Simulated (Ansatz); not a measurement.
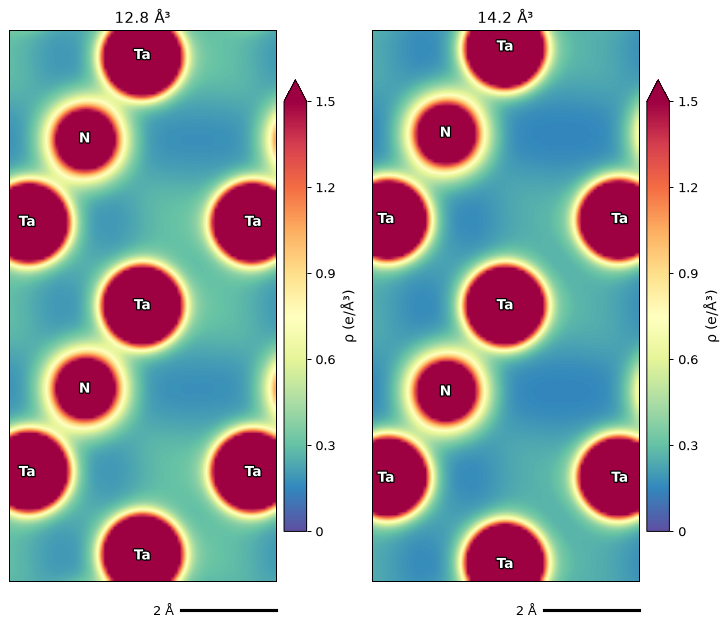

Ta$_{2}$N. The valence charge density (pseudo) of cells scaled evenly to different volumes (given per atom above each panel), on the (110) plane of each (indices in the axes of the cell below), at one length scale and on one colour scale.

A structure from a database of computed crystals, not necessarily the ambient phase.

Computed with Ansatz, Kohn-Sham DFT of a periodic cell, r2SCAN, Ansatz PAW.

In a PAW calculation such maps are meaningful between the atoms, not at the nuclei.

The largest cell:

```
Ta N
1.0
     3.15382    0.00000    0.00000
    -1.57691    2.73129    0.00000
     0.00000    0.00000    4.93393
Ta N
2 1
Direct
  0.33333 0.66667 0.25471
  0.66667 0.33333 0.74529
  0.00000 0.00000 0.00000
```

| volume (Å³/atom) | Ta–N contact in the plane (Å) | ρ at its midpoint (e/Å³) | pressure (GPa) | 
| --- | --- | --- | --- |
| 12.80 | 2.139 | 0.635 | 14.3 | 
| 13.08 | 2.154 | ? | ? | 
| 14.17 | 2.212 | 0.541 | −15.2 | 

### Estimate the missing row, and compare with the calculation.

Over the known rows ln ρ falls by 2.19 per Å of Ta–N distance (the line through the two), which gives 0.614 e/Å³ at 2.154 Å; the calculation gives 0.615 e/Å³. For the pressure, a straight line in volume between the neighbouring rows gives 8.3 GPa; the calculation gives 7.1, lower because pressure rises ever faster on compression.
